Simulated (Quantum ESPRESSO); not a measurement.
# SiC (Moissanite 3C): from Born charge to LO-TO splitting

Wanted: the LO mode of SiC (Moissanite 3C) from the TO mode and the field response.

Calculated with Quantum ESPRESSO 7.5; DFT PBE, scalar-relativistic, plane waves, GBRV ultrasoft pseudopotentials.

### 1. The relaxed structure

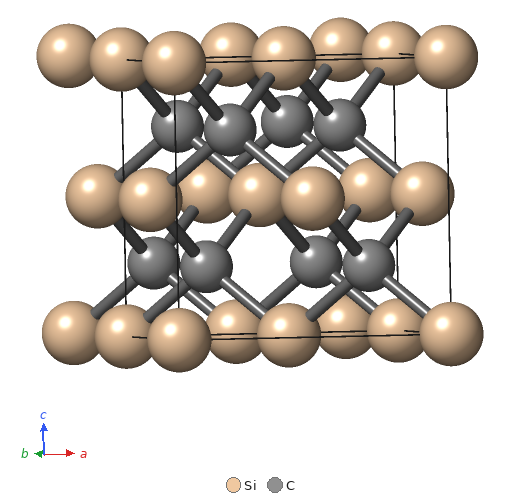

The starting structure, seen slightly off an axis (silicon light orange, carbon grey). 1×2×1 cells are drawn. This picture shows the conventional cell, with its axes. Bonds to atoms that aren't drawn are left out. Some periodic images of atoms are drawn too.

Structure file:

```
Si C
1.0
    -2.18915    0.00000    2.18915
     0.00000    2.18915    2.18915
    -2.18915    2.18915    0.00000
Si C
1 1
Direct
  0.00000 0.00000 0.00000
  0.25000 0.25000 0.25000
```

This is the cell after its relaxation at this level of theory, not the database cell from which that began.

### 2. What the response run gave

A linear-response run on the relaxed cell, with the response to an electric field; only its zone-centre results are used. Cutoff 55 Ry, k mesh 12×12×12.

What it wrote:

```text
[banners, grids, parts of the stress and lines that vanish by symmetry left out]
Program PHONON v.7.5
     Reading xml data from directory:

[...]
Exchange-correlation= PBE
                           (   1   4   3   4   0   0   0)
[...]
kinetic-energy cut-off    =      55.0000  Ry
     charge density cut-off    =     440.0000  Ry
     convergence threshold     =      1.0E-18
[...]
Exchange-correlation= PBE
                           (   1   4   3   4   0   0   0)
[...]
q = (   0.0000000   0.0000000   0.0000000 )
     25 Sym.Ops. (with q -> -q+G )
     G cutoff =  762.9620  (  22123 G-vectors)     FFT grid: ( 40, 40, 40)
     G cutoff =  381.4810  (   7799 G-vectors)  smooth grid: ( 27, 27, 27)
     number of k points=    72
[...]
Mode symmetry, T_d (-43m)  point group:
[...]
Dielectric constant
[...]
End of electric fields calculation
          Dielectric constant in cartesian axis
          (       6.988379714       0.000000000      -0.000000000 )
          (       0.000000000       6.988379714       0.000000000 )
          (       0.000000000       0.000000000       6.988379714 )
          Effective charges (d Force / dE) in cartesian axis without acoustic sum rule applied (asr)
           atom    1  Si    Mean Z*:        2.70773
      Ex  (        2.70773       -0.00000        0.00000 )
      Ey  (       -0.00000        2.70773        0.00000 )
      Ez  (       -0.00000        0.00000        2.70773 )
           atom    2  C     Mean Z*:       -2.70917
      Ex  (       -2.70917        0.00000       -0.00000 )
      Ey  (        0.00000       -2.70917        0.00000 )
      Ez  (       -0.00000        0.00000       -2.70917 )
          Effective charges Sum: Mean:       -0.00143
[...]
Effective charges (d Force / dE) in cartesian axis with asr applied:
           atom    1  Si    Mean Z*:        2.70845
[...]
atom    2  C     Mean Z*:       -2.70845
[...]
Representation #   1 modes #   1   2   3
[...]
End of self-consistent calculation
     Convergence has been achieved
     Representation #   2 modes #   4   5   6
[...]
End of self-consistent calculation
     Convergence has been achieved
[...]
Dielectric constant in cartesian axis
          (       6.988379714       0.000000000      -0.000000000 )
          (       0.000000000       6.988379714       0.000000000 )
          (       0.000000000       0.000000000       6.988379714 )
          Effective charges (d Force / dE) in cartesian axis without acoustic sum rule applied (asr)
           atom    1  Si    Mean Z*:        2.70773
      Ex  (        2.70773       -0.00000        0.00000 )
      Ey  (       -0.00000        2.70773        0.00000 )
      Ez  (       -0.00000        0.00000        2.70773 )
           atom    2  C     Mean Z*:       -2.70917
      Ex  (       -2.70917        0.00000       -0.00000 )
      Ey  (        0.00000       -2.70917        0.00000 )
      Ez  (       -0.00000        0.00000       -2.70917 )
          Effective charges Sum: Mean:       -0.00143
[...]
Effective charges (d Force / dE) in cartesian axis with asr applied:
           atom    1  Si    Mean Z*:        2.70845
[...]
atom    2  C     Mean Z*:       -2.70845
[...]
q = (    0.000000000   0.000000000   0.000000000 )
[...]
freq (    1) =       0.018272 [THz] =       0.609492 [cm-1]
     freq (    2) =       0.018272 [THz] =       0.609492 [cm-1]
     freq (    3) =       0.018272 [THz] =       0.609492 [cm-1]
     freq (    4) =      23.268305 [THz] =     776.147126 [cm-1]
     freq (    5) =      23.268305 [THz] =     776.147126 [cm-1]
     freq (    6) =      23.268305 [THz] =     776.147126 [cm-1]
[...]
Mode symmetry, T_d (-43m)  point group:
     freq (   1-   3) =          0.6  [cm-1]   --> T_2  G_15 P_4   I+R
     freq (   4-   6) =        776.1  [cm-1]   --> T_2  G_15 P_4   I+R

   JOB DONE.
```

| quantity | value |
| --- | --- |
| cell volume Ω (Å³) | 20.983 |
| mass of Si (u) | 28.085 |
| mass of C (u) | 12.011 |
| Born charge of Si, raw (e) | 2.708 |
| Born charge of C, raw (e) | -2.709 |
| ε∞ | 6.988 |
| ω(TO) after the sum rule (cm⁻¹) | 776.1 |

### 3. The calculation

The charges must sum to zero over the cell; taking off their mean, -0.001 e, leaves Z* = 2.708 e on Si. In the polar mode Si moves against C, so the reduced mass is μ = 28.09 × 12.01 / 40.10 = 8.413 u.

A longitudinal wave builds up a field that adds to the restoring force: ω(LO)² = ω(TO)² + 4π Z*² / (μ Ω ε∞), in Hartree atomic units. With μ = 15336 electron masses and Ω = 141.60 bohr³ the second term is 6.0744e-06 Ha², or 292600 cm⁻² (1 Ha = 219474.6 cm⁻¹).

So ω(LO) = √(602409 + 292600) = 946.0 cm⁻¹, and by the Lyddane-Sachs-Teller relation ε₀ = ε∞ (ω(LO)/ω(TO))² = 10.38.

### 4. Check against the program

The analysis program adds the same non-analytic term to the full matrix, here for q along (1 0 0).

What it wrote:

```text
[banner, memory and clock lines left out]
Program DYNMAT v.7.5

     Reading Dynamical Matrix from file g.dyn
     ...Force constants read
     ...epsilon and Z* read

     Polarizability (A^3 units)
     multiply by 0.333764 for Clausius-Mossotti correction
         9.999030    0.000000    0.000000
         0.000000    9.999030    0.000000
        -0.000000    0.000000    9.999030

     IR activities are in (D/A)^2/amu units

# mode   [cm-1]    [THz]      IR
    1      0.00    0.0000    0.0000
    2      0.00    0.0000    0.0000
    3      0.00    0.0000    0.0000
    4    776.15   23.2683   20.1167
    5    776.15   23.2683   20.1167
    6    946.05   28.3618   20.1167
```

ε₀ comes from the program's run without a direction of q.

| quantity | by hand | program |
| --- | --- | --- |
| ω(LO) (cm⁻¹) | 946.0 | 946.0 |
| ε₀ | 10.38 | 10.38 |

### 5. Outcome

| Property | Result |
| --- | --- |
| TO mode | 776.1 cm⁻¹ |
| LO mode | 946.0 cm⁻¹ |
| static dielectric constant | 10.38 |

In words: The LO mode of SiC (Moissanite 3C) lies at 946 cm⁻¹, 170 cm⁻¹ above the TO mode; the formula meets the program within 0.1 cm⁻¹, as it must for a cubic crystal with one polar mode. ω(LO)² − ω(TO)² goes with Z*²/ε∞: an error of 5 % in ε∞ would move the LO mode by 7.4 cm⁻¹, and semilocal functionals tend to overestimate ε∞. These are harmonic values at zero temperature, at the volume of this functional, for the structure held cubic; stability elsewhere in the zone is no part of this calculation.

[Host names and launcher messages were left out of these logs when they were recorded.]

[Logs are printed without paths, hosts, clocks, repeated set-up lines and the standing remarks that a program may print on its own settings, such as how far it seeks lower states.]

[Hosts, paths, dates, database ids (printed as entryN), source tags and the programs' standing remarks are cut or masked in the printed files.]
